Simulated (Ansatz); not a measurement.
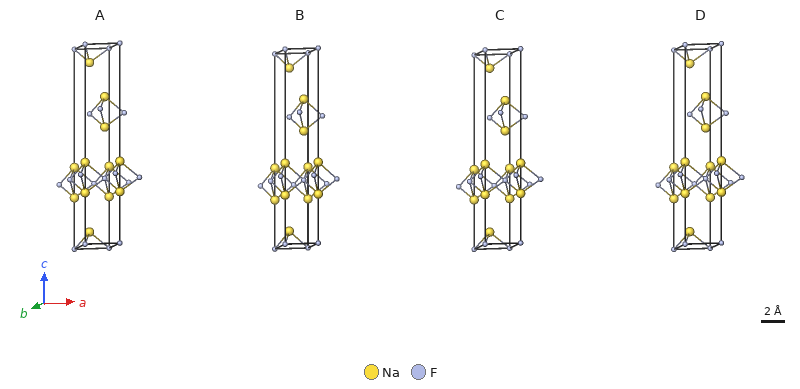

4 geometries from one relaxation of a crystal of Na2F (built on the 3R molybdenite_160 type) (coarse preliminary run), in shuffled order. Style: ball-and-stick. Shown: the conventional cell (3 times the calculation's cell), from a free direction. Lengths and directions refer to the drawn axes.

Case: 3R molybdenite type (R3m, No. 160).

Level of theory: DFT PBE, scalar-relativistic, plane waves, PAW (Ansatz 0.2.0). (plane-wave cutoff 420 eV; k-point mesh 6 × 6 × 6; occupations gaussian; smearing width 0.1 eV; no spin polarisation; cell and atoms relaxed; force threshold 0.04 eV/Å; at most 70 steps)

Question: Put them in the order of the run, from the start to the converged end.

Answer: B, A, C, D. They are steps 0, 1, 2, 8, at +0.221 eV per cell of the calculation, +89.4 meV per cell of the calculation, +58.1 meV per cell of the calculation relative to the last. The largest move relative to the cell is that of a Na atom, 0.059 Å along −c. By element the largest moves are Na 0.059 Å, F 0.002 Å. The volume changes by +22.9 %, with a = b 3.072 → 3.368 Å (+9.6 %), c 17.840 → 18.241 Å (+2.2 %). Some distances before and after: Na–Na 3.072 → 3.368 Å, F–Na 2.296 → 2.417 Å, Na–Na 2.917 → 2.866 Å. Bond angles that change, for instance: Na–F–Na 78.9° → 72.8°, F–Na–F 84.0° → 88.5°, Na–F–Na 84.0° → 88.3°. The space group stays R3m (No. 160). After 6 accepted moves (8 points after the start) the energy has fallen by 0.221 eV per cell of the calculation. Largest force component: 0.066 eV/Å at the start, 0.0016 eV/Å at the end. Pressure: 6.03 GPa at the start and 0.05 GPa at the end. The SCF was repeated twice at an unchanged geometry on a basis and grid sized afresh for the cell, which shifted the energy by 39.4 meV per cell of the calculation at most. Cost: 18 s on 1 thread of Intel(R) Xeon(R) Platinum 8488C (Sapphire Rapids) (shared host), peak memory 0.37 GiB.

Limits of the set-up: layers or molecules are held without a dispersion correction, so their spacing is unreliable.
